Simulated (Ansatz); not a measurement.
**Run report: Ti$_{3}$H, single-point calculation (part 1 of 2)**

Ti$_{3}$H (slab, 8 atoms in the cell), computed with DFT PBE, scalar-relativistic, plane waves, PAW, PAW set soft_1, no spin polarisation (Ansatz 0.2.0).

The structure derives from an entry of the Crystallography Open Database. Figures and captions count atoms from 1; the log counts them from 0 in places.

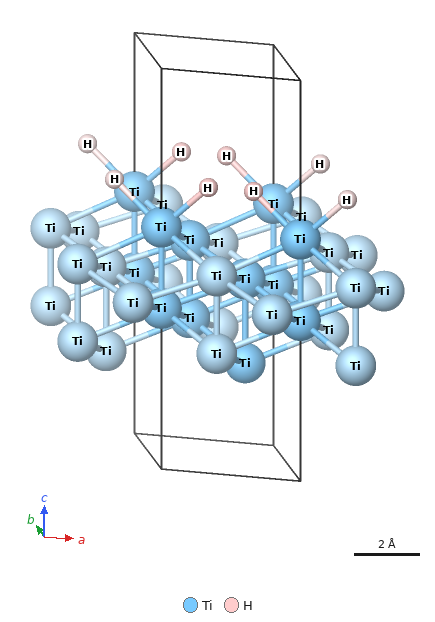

*The structure (ball-and-stick view of the cell of the calculation, with the vacuum cut short, seen slightly off an axis; neighbours outside the cell are drawn fainter). An atom can appear more than once, as a periodic image.*

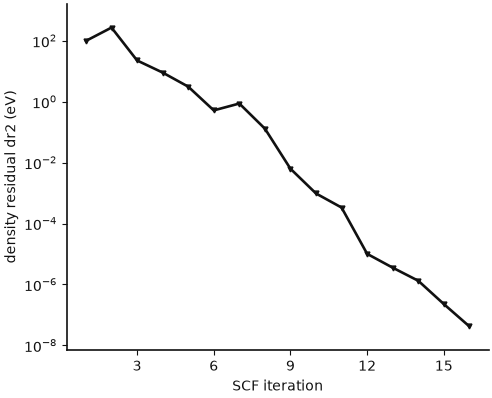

*Convergence of the self-consistent field: density residual dr2 against the SCF iteration.*

The residual comes down, with one marked jump up, by a factor of about 2.5, at step 2.

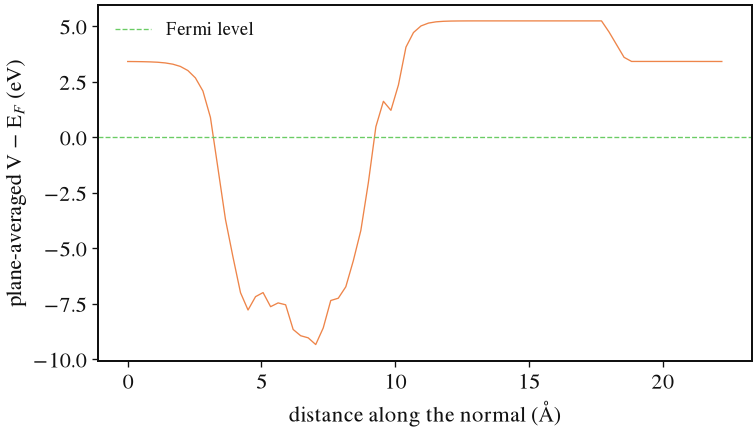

*Plane average of the electrostatic potential energy of an electron across the cell, from the Fermi level.*

The vacuum level lies 5.24 eV above the Fermi level on the upper side and 3.41 eV on the lower.

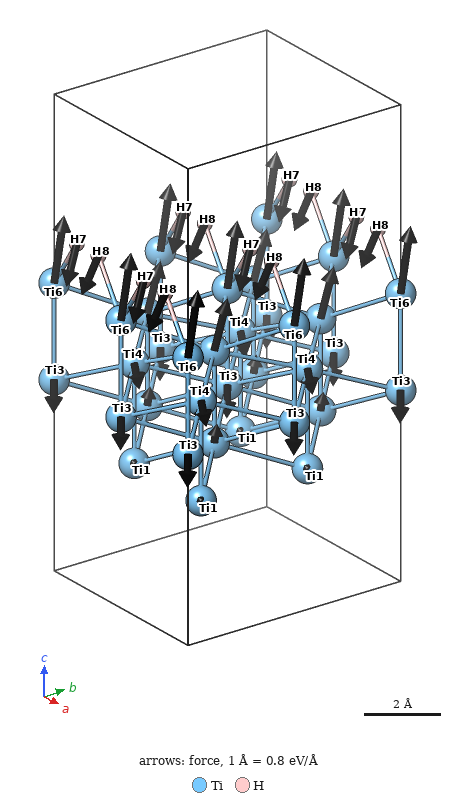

*Forces on the atoms as black arrows (ball-and-stick view of the 2 × 2 repeat of the cell, with the vacuum cut short, seen slightly off an axis; atoms are numbered from 1 in the order of the input).*

The largest act on Ti6 (1.47 eV/Å); Ti5 (1.15 eV/Å); H7, H8 (0.94 eV/Å); Ti3 (0.73 eV/Å), among others. The geometry is not a stationary point of this energy.

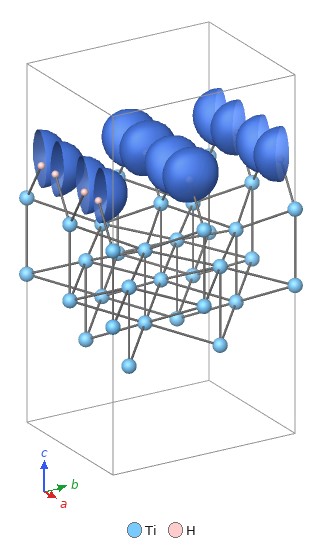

*Isosurface of the ELF at 0.85 (blue), seen slightly off an axis. Core shells and regions of very low density are left out. Sticks mark near contacts.*

The ELF exceeds this value in two regions around hydrogen nuclei, counted in one cell of 8 atoms.  Values along the shortest contacts: Ti–H (2.10 Å): the ELF climbs to about 1 towards the hydrogen, as it does in any bond to H. Ti–Ti (2.49 Å): the ELF is about 0.15 at the midpoint; no shared electron pair. The fields are those of the smooth PAW valence density.

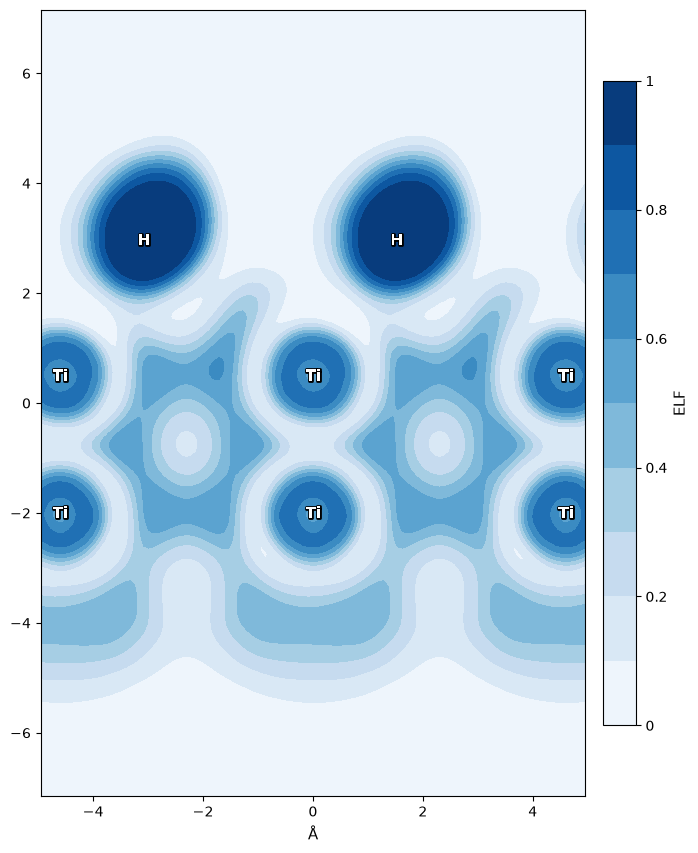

*Electron localisation function on the (11̄0) plane of the calculation cell, a cut from vacuum to vacuum.*

Atoms in the plane: Ti and H. Ti–Ti (2.49 Å): the ELF is about 0.15 at the midpoint; no shared electron pair. The strong features right at Ti lie inside the PAW spheres (semicore, d or f shells) and say nothing about bonding.

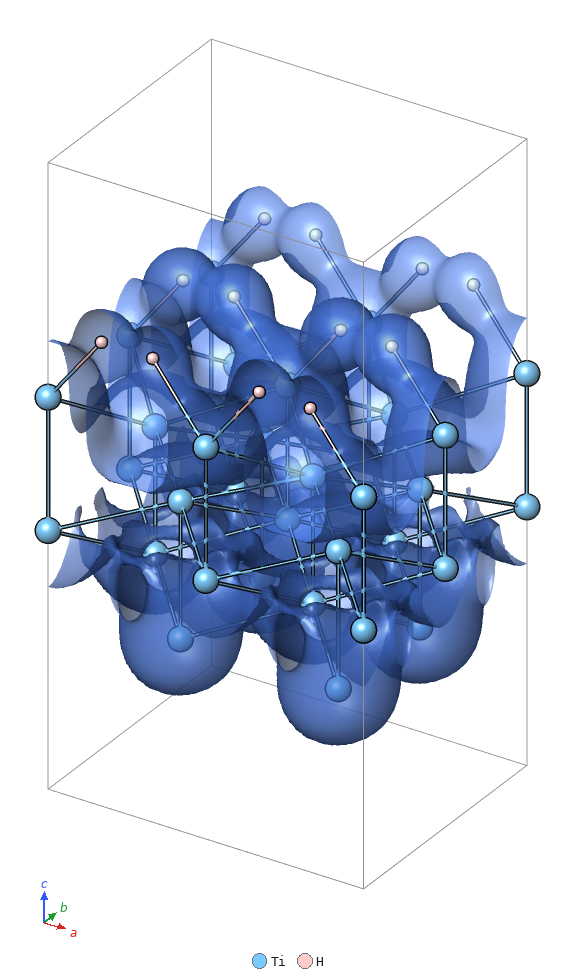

*Isosurface of the valence electron density at 0.2 e/Å³ (blue), seen slightly off an axis. Sticks mark near contacts.*

At this value the density is joined into sheets; it holds about 90 % of the electrons treated as valence (semicore included). On the grid the lowest density along these lines, outside the cores, is 0.31 e/Å³ (Ti–H, 2.10 Å), 0.29 e/Å³ (Ti–Ti, 2.49 Å), 0.23 e/Å³ (Ti–Ti, 2.62 Å) and 0.23 e/Å³ (Ti–Ti, 2.71 Å).

These pictures come from the run below.

## Input
```yaml
crystal:
  lattice:
    - [4.6037402164, 0.0, 0.0]
    - [-2.3018701082, 3.9869559799, 0.0]
    - [0.0, 0.0, 22.4968206792]
  atoms:
    - { symbol: Ti, position: [0.6666666667, 0.3333333333, 0.1778029019] }
    - { symbol: Ti, position: [0.3333333333, 0.6666666667, 0.2195747837] }
    - { symbol: Ti, position: [0.0, 0.0, 0.2613466656] }
    - { symbol: Ti, position: [0.6666666667, 0.3333333333, 0.2980472718] }
    - { symbol: Ti, position: [0.3333333333, 0.6666666667, 0.3304570052] }
    - { symbol: Ti, position: [0.0, 0.0, 0.3776898434] }
    - { symbol: H, position: [0.3376320199, 1.0, 0.4403653663] }
    - { symbol: H, position: [0.6623679801, 1.0, 0.4403653663] }
basis:
  ecutwfc: 420
kpoints:
  mp_grid: { grid: [6, 6, 1] }
hamiltonian:
  xc: pbe
  pseudopotentials: { kind: paw, azcp: { folder: soft_1 } }
scf:
  occupations: { method: gaussian, width: 0.1 }
output:
  forces: true
  eigenvalues: true
  write_density: true
  write_potential: true
  elf: true
  volumetric_format: npy
efield:
  axis: 3
  dipole_correction: true
  ramp_width: 0.04
```

Launch command:
```bash
ansatz run input.yaml --threads 1 --pin off --max-ram 3072MiB --backend cpu --events-out ev --progress --plain --runs-dir out
```

## The program's output
```
Engine: ansatz 0.2.0, aarch64-unknown-linux-gnu
Pseudopotentials: kind: paw
Pseudopotential: Ti, paw, valence charge 12, recommended cutoff 420 eV (normal), [file]
Pseudopotential: H, paw, valence charge 1, recommended cutoff 420 eV (normal), [file]
Functional definition: PBE
  parameter kappa = 0.804
  parameter beta = 0.06672455060314922
  exchange = pbe_x(kappa = kappa, mu = beta*pi^2/3)
  correlation = pbe_c(beta = beta)
Crystal: 8 atoms, lattice volume = 412.927 Å³
Basis set: ecut = 420 eV, 8133 PW (Γ), exchange–correlation on 64×64×320 points (8 copies of the dense FFT grid, shifted against one another)
Bands: 45, of which v1, the nominal top of the filled ones, is band 37 counted from 1 (36 counted from 0)
Symmetry: 2 space group operations
Space group: Cm (ITA 8), of the structure as read, at distance tolerance 7.4e-5 Å
k-points: 13 of 36 (time reversal used)
Non-local potential: Ti, projectors of the file, l = 0: 3, l = 1: 2, l = 2: 3, l = 3: 1
Non-local potential: H, projectors of the file, l = 0: 2, l = 1: 1
PAW form: soft (Blöchl's): semilocal exchange-correlation on the pseudo side does not see the compensation charge
PAW one-centre angular grid: Ti, 590 points (default); XC on 64 Gauss nodes
PAW one-centre angular grid: H, 110 points (default); XC on 64 Gauss nodes
Initial density: superposition of atomic densities (neutral atoms: chi_scale 0, normalization atom)
Initial wavefunctions: pseudopotential atomic-orbital guess
Functional: x = pbe(κ = 0.804, μ = 0.2195149727645171), c = pbe(β = 0.06672455060314922)
```
